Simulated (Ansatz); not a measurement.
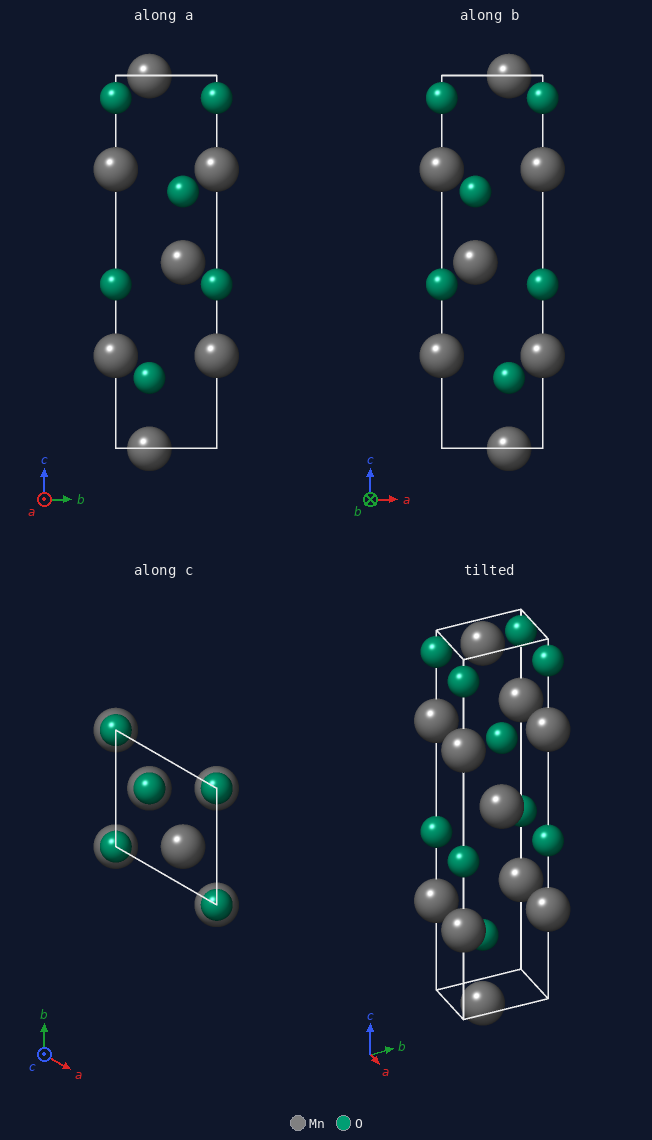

A spheres-only rendering, viewed along the a axis, along the b axis, along the c axis and slightly off an axis. The wireframe shows the conventional unit cell.

Lattice parameters: a = 3.3952 Å, b = 3.3952 Å, c = 10.8608 Å, α = 90.000°, β = 90.000°, γ = 120.000°.

Q: Put the structure into a CIF in P1 with every atom of the cell, with free fractional coordinates to two decimals.

A:
```cif
data_structure
_symmetry_space_group_name_H-M 'P 1'
_symmetry_Int_Tables_number 1
_cell_length_a 3.3952
_cell_length_b 3.3952
_cell_length_c 10.8608
_cell_angle_alpha 90.000
_cell_angle_beta 90.000
_cell_angle_gamma 120.000
_cell_volume 108.42
loop_
_atom_site_label
_atom_site_type_symbol
_atom_site_fract_x
_atom_site_fract_y
_atom_site_fract_z
_atom_site_occupancy
Mn1 Mn 0.6667 0.3333 0.00 1
O1 O 0.6667 0.3333 0.19 1
Mn2 Mn 0.00 0.00 0.25 1
O2 O 0.00 0.00 0.44 1
Mn3 Mn 0.3333 0.6667 0.50 1
O3 O 0.3333 0.6667 0.69 1
Mn4 Mn 0.00 0.00 0.75 1
O4 O 0.00 0.00 0.94 1
```

Provenance: a structure type filled with these elements by a generator (whether the compound takes this form wasn't checked). Relaxation method: DFT r2SCAN, scalar-relativistic, plane waves, PAW (Ansatz).
